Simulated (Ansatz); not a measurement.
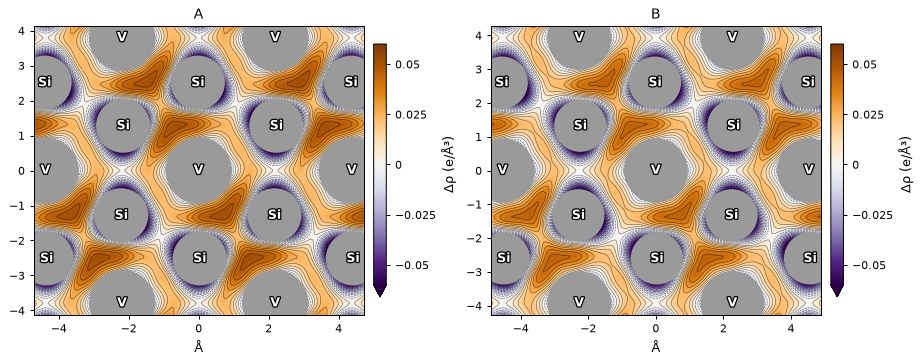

VSi₂: deformation density on the (001) plane of the conventional cell at two volumes, with the same fractional coordinates and one colour scale. Grey discs cover the cores. Panel A has 90 % of the volume of panel B.

Space group P6_222; computed without spin polarisation. The cell comes from a database of computed structures, not from a measurement.

Level of theory: Ansatz, DFT PBE, scalar-relativistic, plane waves, PAW.

How do bonds, bonding charge and pressure respond to this change of volume?

From B to A, Si–Si goes from 2.46 to 2.38 Å, and Δρ at its midpoint from +0.056 to +0.064 e/Å³.
- The pressure is 4 GPa in B and 29 GPa in A.
- The rearranged charge is 0.17 e an atom in B and 0.17 e in A.

Run times: 87 s (base cell) and 93 s (scaled cell), on 2 threads of Arm Neoverse V1, on a shared host.
